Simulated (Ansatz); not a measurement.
**Geometry relaxation, with input and output: AlN (part 3 of 3)**

The same run, continued: AlN (slab, 24 atoms in the cell); DFT PBE+D3(BJ), scalar-relativistic, plane waves, PAW, no spin polarisation (Ansatz 0.2.0); cutoff 420 eV, 3×3×1 k-mesh, Gaussian smearing of 0.05 eV. The structure derives from an entry of the Crystallography Open Database. The input holds or restrains some coordinates. Forces given for the steps count only the free coordinates. It belongs to a series of runs on one base structure; here: clean slab, lower planes held.

Geometry of the input (Å; fractional positions):
```
6.2188  0.0000  0.0000
0.0000  4.9788  0.0000
0.0000  0.0000  22.2833
Al 0.5000  0.9984  0.3590
Al 0.0000  0.9984  0.3590
N  0.5000  0.6166  0.3590
N  0.0000  0.6166  0.3590
Al 0.7500  0.4984  0.3993
Al 0.2500  0.4984  0.3993
N  0.7500  0.1166  0.3993
N  0.2500  0.1166  0.3993
Al 0.7500  0.9984  0.4799
Al 0.2500  0.9984  0.4799
N  0.7500  0.6166  0.4799
N  0.2500  0.6166  0.4799
Al 0.0000  0.4984  0.5201
Al 0.5000  0.4984  0.5201
N  0.0000  0.1166  0.5201
N  0.5000  0.1166  0.5201
Al 0.0000  0.9984  0.6007
Al 0.5000  0.9984  0.6007
N  0.0000  0.6166  0.6007
N  0.5000  0.6166  0.6007
Al 0.2500  0.4984  0.6410
Al 0.7500  0.4984  0.6410
N  0.2500  0.1166  0.6410
N  0.7500  0.1166  0.6410
```

### Output, continued
```
  k-point 3: bands = ["-15.4921", "-15.0493", "-14.9246", "-14.6238", "-14.4110", "-14.2226", "-14.0859", "-13.8749", "-13.2691", "-13.0082", "-12.8481", "-12.5659", "-6.1219", "-6.0873", "-6.0485", "-5.7852", "-5.6776", "-5.6471", "-5.4528", "-5.4344", "-5.1940", "-4.8949", "-4.5440", "-4.3503", "-3.8568", "-3.7853", "-3.7683", "-3.4093", "-3.3794", "-3.0605", "-2.9945", "-2.9849", "-2.8803", "-2.7040", "-2.4613", "-2.3235", "-2.1961", "-1.9404", "-1.8375", "-1.8029", "-1.7419", "-1.7026", "-1.6783", "-1.3409", "-0.8577", "-0.8052", "-0.6381", "-0.5456", "1.5628", "2.0205", "2.8599", "3.2058", "4.7005", "4.8242", "5.0728", "5.2073", "5.4366", "5.4513", "5.5874", "5.7172", "5.8022", "6.2137", "6.2500", "6.3967", "6.5208", "6.6458", "6.7152", "6.8845", "6.9704", "7.0905", "7.4188", "7.6547"]
--- Relaxed structure (6 steps of the walk, 6 accepted, 0 SCFs on fresh bases) ---
  F+E_penalty+E_count = -11086.49777792 eV   max|allowed force component| = 4.576e-3 eV/Å
  atoms:
    - { symbol: Al, position: [0.5, 0.9984424904, 0.35901362900000006] }
    - { symbol: Al, position: [0.0, 0.9984424904, 0.35901362900000006] }
    - { symbol: N, position: [0.5, 0.6165575096000001, 0.35901362900000006] }
    - { symbol: N, position: [0.0, 0.6165575096000001, 0.35901362900000006] }
    - { symbol: Al, position: [0.7500000000000001, 0.49844249040000005, 0.3992954493000001] }
    - { symbol: Al, position: [0.25, 0.49844249040000005, 0.3992954493000001] }
    - { symbol: N, position: [0.7500000000000001, 0.11655750960000001, 0.3992954493000001] }
    - { symbol: N, position: [0.25, 0.11655750960000001, 0.3992954493000001] }
    - { symbol: Al, position: [0.7500000000000001, 0.9984424904, 0.4798590899000001] }
    - { symbol: Al, position: [0.25, 0.9984424904, 0.4798590899000001] }
    - { symbol: N, position: [0.7500000000000001, 0.6165575096000001, 0.4798590899000001] }
    - { symbol: N, position: [0.25, 0.6165575096000001, 0.4798590899000001] }
    - { symbol: Al, position: [-8.646109732152663e-19, 0.4965143236616448, 0.5179675073137555] }
    - { symbol: Al, position: [0.5, 0.4965143236616448, 0.5179675073137555] }
    - { symbol: N, position: [-4.65861115758515e-19, 0.11623517523913354, 0.5189698587504812] }
    - { symbol: N, position: [0.5, 0.11623517523913354, 0.5189698587504812] }
    - { symbol: Al, position: [1.1928131420668994e-18, 1.0043883636283344, 0.6037029667353605] }
    - { symbol: Al, position: [0.5, 1.0043883636283344, 0.6037029667353605] }
    - { symbol: N, position: [2.7943365116486624e-20, 0.6226809142015518, 0.6007747929123737] }
    - { symbol: N, position: [0.5, 0.6226809142015518, 0.6007747929123737] }
    - { symbol: Al, position: [0.25, 0.47273642665198906, 0.6292472535120607] }
    - { symbol: Al, position: [0.7500000000000001, 0.47273642665198906, 0.6292472535120607] }
    - { symbol: N, position: [0.25, 0.11995430447728737, 0.6388622674325309] }
    - { symbol: N, position: [0.7500000000000001, 0.11995430447728737, 0.6388622674325309] }
```

### Trajectory as extended XYZ (Å, eV, eV/Å), 6 frames, from step=1 to step=6
```
24
Lattice="6.2188 0.0000 0.0000 0.0000 4.9788 0.0000 0.0000 0.0000 22.2833" Properties=species:S:1:pos:R:3:forces:R:3 step=1 energy=-11085.52654
Al    3.1094    4.9710    8.0000    0.0000  -1.8333   1.8663
Al    0.0000    4.9710    8.0000    0.0000  -1.8333   1.8663
N     3.1094    3.0697    8.0000    0.0000   0.8114   0.3187
N     0.0000    3.0697    8.0000    0.0000   0.8114   0.3187
Al    4.6641    2.4816    8.8976    0.0000   1.0484  -1.5933
Al    1.5547    2.4816    8.8976    0.0000   1.0484  -1.5933
N     4.6641    0.5803    8.8976    0.0000   0.3277  -1.2337
N     1.5547    0.5803    8.8976    0.0000   0.3277  -1.2337
Al    4.6641    4.9710   10.6928    0.0000  -0.3026   0.3687
Al    1.5547    4.9710   10.6928    0.0000  -0.3026   0.3687
N     4.6641    3.0697   10.6928    0.0000  -0.0515   0.7098
N     1.5547    3.0697   10.6928    0.0000  -0.0515   0.7098
Al    0.0000    2.4816   11.5904    0.0000  -0.3026  -0.3687
Al    3.1094    2.4816   11.5904    0.0000  -0.3026  -0.3687
N     0.0000    0.5803   11.5904    0.0000  -0.0515  -0.7098
N     3.1094    0.5803   11.5904    0.0000  -0.0515  -0.7098
Al    0.0000    4.9710   13.3857    0.0000   1.0483   1.5933
Al    3.1094    4.9710   13.3857    0.0000   1.0483   1.5933
N     0.0000    3.0697   13.3857    0.0000   0.3277   1.2336
N     3.1094    3.0697   13.3857    0.0000   0.3277   1.2336
Al    1.5547    2.4816   14.2833    0.0000  -1.8331  -1.8662
Al    4.6641    2.4816   14.2833    0.0000  -1.8331  -1.8662
N     1.5547    0.5803   14.2833    0.0000   0.8113  -0.3187
N     4.6641    0.5803   14.2833    0.0000   0.8113  -0.3187
24
Lattice="6.2188 0.0000 0.0000 0.0000 4.9788 0.0000 0.0000 0.0000 22.2833" Properties=species:S:1:pos:R:3:forces:R:3 step=2 energy=-11086.19287
Al    3.1094    4.9710    8.0000    0.0000  -1.8339   1.8596
Al    0.0000    4.9710    8.0000    0.0000  -1.8339   1.8596
N     3.1094    3.0697    8.0000    0.0000   0.8098   0.3199
N     0.0000    3.0697    8.0000    0.0000   0.8098   0.3199
Al    4.6641    2.4816    8.8976    0.0000   1.0514  -1.6222
Al    1.5547    2.4816    8.8976    0.0000   1.0514  -1.6222
N     4.6641    0.5803    8.8976    0.0000   0.3232  -1.2334
N     1.5547    0.5803    8.8976    0.0000   0.3232  -1.2334
Al    4.6641    4.9710   10.6928    0.0000  -0.3506   0.4281
Al    1.5547    4.9710   10.6928    0.0000  -0.3506   0.4281
N     4.6641    3.0697   10.6928    0.0000  -0.0653   0.5212
N     1.5547    3.0697   10.6928    0.0000  -0.0653   0.5212
Al    0.0000    2.4764   11.5708    0.0000  -0.0454  -0.4975
Al    3.1094    2.4764   11.5708    0.0000  -0.0454  -0.4975
N     0.0000    0.5771   11.5876    0.0000   0.1572  -0.4822
N     3.1094    0.5771   11.5876    0.0000   0.1572  -0.4822
Al    0.0000    5.0246   13.4217    0.0000   0.1904   0.9211
Al    3.1094    5.0246   13.4217    0.0000   0.1904   0.9211
N     0.0000    3.1204   13.3520    0.0000  -0.2392   1.0318
N     3.1094    3.1204   13.3520    0.0000  -0.2392   1.0318
Al    1.5547    2.4222   14.1233    0.0000  -1.1078  -0.6747
Al    4.6641    2.4222   14.1233    0.0000  -1.1078  -0.6747
N     1.5547    0.5761   14.3073    0.0000   1.1108  -0.5697
N     4.6641    0.5761   14.3073    0.0000   1.1108  -0.5697
24
Lattice="6.2188 0.0000 0.0000 0.0000 4.9788 0.0000 0.0000 0.0000 22.2833" Properties=species:S:1:pos:R:3:forces:R:3 step=3 energy=-11086.44347
Al    3.1094    4.9710    8.0000    0.0000  -1.8204   1.8730
Al    0.0000    4.9710    8.0000    0.0000  -1.8204   1.8730
N     3.1094    3.0697    8.0000    0.0000   0.8052   0.3401
N     0.0000    3.0697    8.0000    0.0000   0.8052   0.3401
Al    4.6641    2.4816    8.8976    0.0000   1.0235  -1.6912
Al    1.5547    2.4816    8.8976    0.0000   1.0235  -1.6912
N     4.6641    0.5803    8.8976    0.0000   0.3207  -1.2879
N     1.5547    0.5803    8.8976    0.0000   0.3207  -1.2879
Al    4.6641    4.9710   10.6928    0.0000  -0.3153   0.4125
Al    1.5547    4.9710   10.6928    0.0000  -0.3153   0.4125
N     4.6641    3.0697   10.6928    0.0000   0.0191   0.4502
N     1.5547    3.0697   10.6928    0.0000   0.0191   0.4502
Al    0.0000    2.4771   11.5499    0.0000   0.0757   0.0068
Al    3.1094    2.4771   11.5499    0.0000   0.0757   0.0068
N     0.0000    0.5827   11.5705    0.0000   0.0058  -0.0260
N     3.1094    0.5827   11.5705    0.0000   0.0058  -0.0260
Al    0.0000    5.0379   13.4589    0.0000  -0.5163   0.1478
Al    3.1094    5.0379   13.4589    0.0000  -0.5163   0.1478
N     0.0000    3.1046   13.3929    0.0000   0.2332   0.0661
N     3.1094    3.1046   13.3929    0.0000   0.2332   0.0661
Al    1.5547    2.3475   14.0361    0.0000   1.0056  -0.1574
Al    4.6641    2.3475   14.0361    0.0000   1.0056  -0.1574
N     1.5547    0.6275   14.2679    0.0000  -0.8368  -0.1327
N     4.6641    0.6275   14.2679    0.0000  -0.8368  -0.1327
24
Lattice="6.2188 0.0000 0.0000 0.0000 4.9788 0.0000 0.0000 0.0000 22.2833" Properties=species:S:1:pos:R:3:forces:R:3 step=4 energy=-11086.49573
Al    3.1094    4.9710    8.0000    0.0000  -1.8150   1.8789
Al    0.0000    4.9710    8.0000    0.0000  -1.8150   1.8789
N     3.1094    3.0697    8.0000    0.0000   0.8036   0.3468
N     0.0000    3.0697    8.0000    0.0000   0.8036   0.3468
Al    4.6641    2.4816    8.8976    0.0000   1.0129  -1.7081
Al    1.5547    2.4816    8.8976    0.0000   1.0129  -1.7081
N     4.6641    0.5803    8.8976    0.0000   0.3214  -1.3046
N     1.5547    0.5803    8.8976    0.0000   0.3214  -1.3046
Al    4.6641    4.9710   10.6928    0.0000  -0.2942   0.3829
Al    1.5547    4.9710   10.6928    0.0000  -0.2942   0.3829
N     4.6641    3.0697   10.6928    0.0000   0.0103   0.4652
N     1.5547    3.0697   10.6928    0.0000   0.0103   0.4652
Al    0.0000    2.4776   11.5476    0.0000  -0.0678  -0.0784
Al    3.1094    2.4776   11.5476    0.0000  -0.0678  -0.0784
N     0.0000    0.5793   11.5681    0.0000   0.0351  -0.0499
N     3.1094    0.5793   11.5681    0.0000   0.0351  -0.0499
Al    0.0000    5.0037   13.4519    0.0000  -0.0175   0.0768
Al    3.1094    5.0037   13.4519    0.0000  -0.0175   0.0768
N     0.0000    3.1029   13.3870    0.0000  -0.0388   0.0299
N     3.1094    3.1029   13.3870    0.0000  -0.0388   0.0299
Al    1.5547    2.3520   14.0209    0.0000   0.0126   0.0369
Al    4.6641    2.3520   14.0209    0.0000   0.0126   0.0369
N     1.5547    0.5953   14.2452    0.0000   0.0393  -0.0750
N     4.6641    0.5953   14.2452    0.0000   0.0393  -0.0750
24
Lattice="6.2188 0.0000 0.0000 0.0000 4.9788 0.0000 0.0000 0.0000 22.2833" Properties=species:S:1:pos:R:3:forces:R:3 step=5 energy=-11086.49719
Al    3.1094    4.9710    8.0000    0.0000  -1.8128   1.8809
Al    0.0000    4.9710    8.0000    0.0000  -1.8128   1.8809
N     3.1094    3.0697    8.0000    0.0000   0.8026   0.3484
N     0.0000    3.0697    8.0000    0.0000   0.8026   0.3484
Al    4.6641    2.4816    8.8976    0.0000   1.0128  -1.7242
Al    1.5547    2.4816    8.8976    0.0000   1.0128  -1.7242
N     4.6641    0.5803    8.8976    0.0000   0.3209  -1.3154
N     1.5547    0.5803    8.8976    0.0000   0.3209  -1.3154
Al    4.6641    4.9710   10.6928    0.0000  -0.3244   0.3637
Al    1.5547    4.9710   10.6928    0.0000  -0.3244   0.3637
N     4.6641    3.0697   10.6928    0.0000  -0.0002   0.4538
N     1.5547    3.0697   10.6928    0.0000  -0.0002   0.4538
Al    0.0000    2.4705   11.5408    0.0000   0.0244   0.0240
Al    3.1094    2.4705   11.5408    0.0000   0.0244   0.0240
N     0.0000    0.5794   11.5636    0.0000  -0.0267   0.0398
N     3.1094    0.5794   11.5636    0.0000  -0.0267   0.0398
Al    0.0000    4.9994   13.4576    0.0000   0.0199  -0.0786
Al    3.1094    4.9994   13.4576    0.0000   0.0199  -0.0786
N     0.0000    3.1005   13.3885    0.0000  -0.0078  -0.0017
N     3.1094    3.1005   13.3885    0.0000  -0.0078  -0.0017
Al    1.5547    2.3551   14.0237    0.0000  -0.0202  -0.0170
Al    4.6641    2.3551   14.0237    0.0000  -0.0202  -0.0170
N     1.5547    0.5981   14.2366    0.0000   0.0117   0.0262
N     4.6641    0.5981   14.2366    0.0000   0.0117   0.0262
24
Lattice="6.2188 0.0000 0.0000 0.0000 4.9788 0.0000 0.0000 0.0000 22.2833" Properties=species:S:1:pos:R:3:forces:R:3 step=6 energy=-11086.49778
Al    3.1094    4.9710    8.0000    0.0000  -1.8133   1.8803
Al    0.0000    4.9710    8.0000    0.0000  -1.8133   1.8803
N     3.1094    3.0697    8.0000    0.0000   0.8028   0.3479
N     0.0000    3.0697    8.0000    0.0000   0.8028   0.3479
Al    4.6641    2.4816    8.8976    0.0000   1.0134  -1.7213
Al    1.5547    2.4816    8.8976    0.0000   1.0134  -1.7213
N     4.6641    0.5803    8.8976    0.0000   0.3211  -1.3124
N     1.5547    0.5803    8.8976    0.0000   0.3211  -1.3124
Al    4.6641    4.9710   10.6928    0.0000  -0.3231   0.3577
Al    1.5547    4.9710   10.6928    0.0000  -0.3231   0.3577
N     4.6641    3.0697   10.6928    0.0000  -0.0013   0.4509
N     1.5547    3.0697   10.6928    0.0000  -0.0013   0.4509
Al    0.0000    2.4720   11.5420    0.0000   0.0009   0.0046
Al    3.1094    2.4720   11.5420    0.0000   0.0009   0.0046
N     0.0000    0.5787   11.5643    0.0000   0.0004  -0.0035
N     3.1094    0.5787   11.5643    0.0000   0.0004  -0.0035
Al    0.0000    5.0006   13.4525    0.0000  -0.0024  -0.0012
Al    3.1094    5.0006   13.4525    0.0000  -0.0024  -0.0012
N     0.0000    3.1002   13.3872    0.0000  -0.0004  -0.0008
N     3.1094    3.1002   13.3872    0.0000  -0.0004  -0.0008
Al    1.5547    2.3537   14.0217    0.0000  -0.0012  -0.0002
Al    4.6641    2.3537   14.0217    0.0000  -0.0012  -0.0002
N     1.5547    0.5972   14.2359    0.0000   0.0031  -0.0020
N     4.6641    0.5972   14.2359    0.0000   0.0031  -0.0020
```

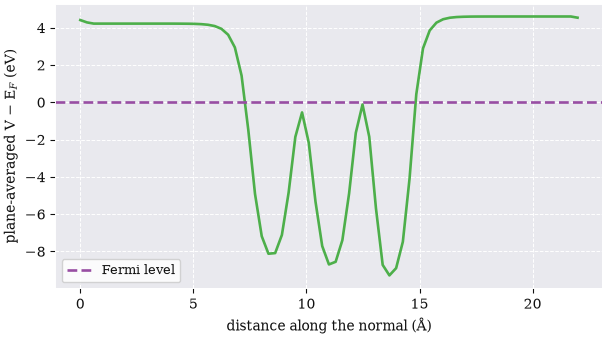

Figure 1. Plane average of the electrostatic potential energy of an electron across the cell, from the Fermi level. The vacuum level lies 4.60 eV above the Fermi level on the upper side and 4.22 eV on the lower.

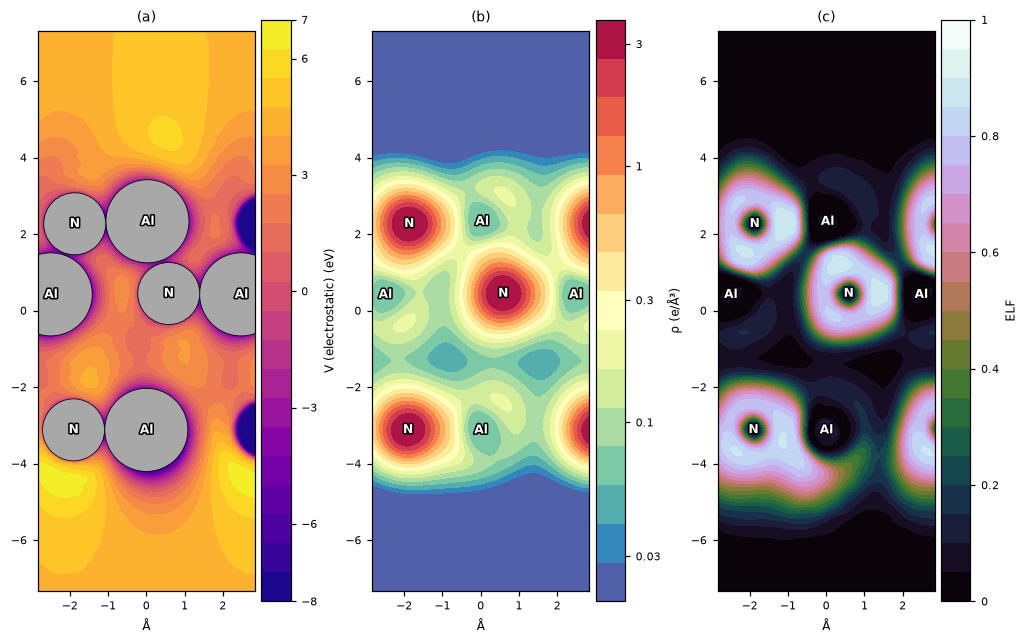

Figure 2. (a) electrostatic potential (local pseudopotential plus Hartree) felt by an electron; (b) valence pseudo-density; (c) electron localisation function on the (100) plane of the calculation cell, a cut from vacuum to vacuum. Grey discs, where drawn, cover atomic cores. Al–N (1.90 Å): the density is about 0.68 e/Å³ at the midpoint; the ELF is about 0.85 at the midpoint. Al–N (1.95 Å): ρ is about 0.6 e/Å³ halfway; the ELF is about 0.85 at the midpoint. The density dies away to nearly zero in the vacuum. Core electrons are frozen (PAW), so the fields are smoothed inside the atomic spheres.

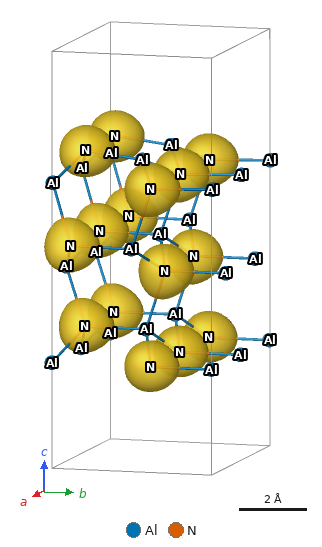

Figure 3. Isosurface of the valence electron density at 0.8 e/Å³ (yellow), seen slightly off an axis. Sticks mark near contacts. At this value the density breaks into separate islands; it holds about 50 % of the electrons treated as valence. It is pinched off along the Al–N (1.77 Å), Al–N (1.83 Å), Al–N (1.88 Å) and Al–N (1.95 Å) contacts. On the grid the lowest density along these lines, outside the cores, is 0.69 e/Å³ (Al–N, 1.77 Å), 0.62 e/Å³ (Al–N, 1.83 Å), 0.58 e/Å³ (Al–N, 1.88 Å) and 0.5 e/Å³ (Al–N, 1.95 Å).

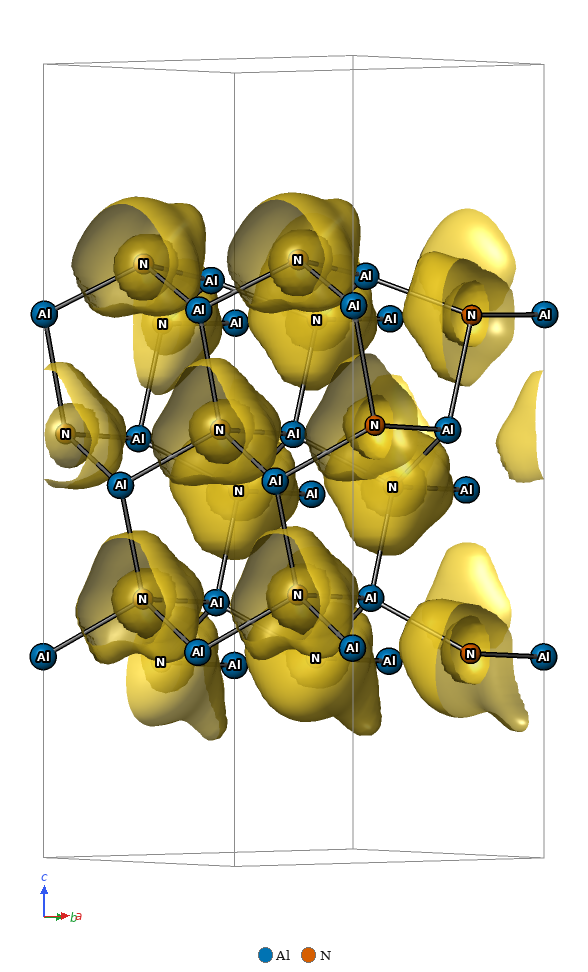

Figure 4. Isosurface of the ELF at 0.75 (yellow), seen at an oblique angle. Only the valence region is drawn (cores and ρ < 0.01 e/Å³ removed). Sticks mark near contacts. Profiles from the grid: Al–N (1.77 Å): the ELF is about 0.85 at the midpoint. Al–N (1.83 Å): the ELF is about 0.85 at the midpoint.

### Results in brief

```json
{"quantity": "outcome", "value": "converged under the restraints of the input"}
{"quantity": "electrons treated", "value": "96"}
{"quantity": "free energy", "value": "−11086.4978 eV"}
{"quantity": "work function, top face", "value": "4.60 eV"}
{"quantity": "work function, bottom face", "value": "4.22 eV"}
{"quantity": "Fermi energy", "value": "0.263 eV"}
{"quantity": "gap on the k-point mesh", "value": "1.54 eV"}
{"quantity": "final volume", "value": "689.94 Å³"}
{"quantity": "work function (upper face)", "value": "4.60 eV"}
{"quantity": "largest force (length of the vector) at the end, held atoms and coordinates included", "value": "2.612 eV/Å"}
{"quantity": "hardware", "value": "4 threads of Intel Xeon @ 2.50GHz (Skylake/Cascade Lake), 189 GiB of memory available, shared host"}
{"quantity": "wall time", "value": "76 s (CPU time 4.2 min)"}
{"quantity": "peak memory", "value": "1.2 GiB"}
```

### Remarks

The program warns: the exchange-correlation potential is rough where the density is thin.
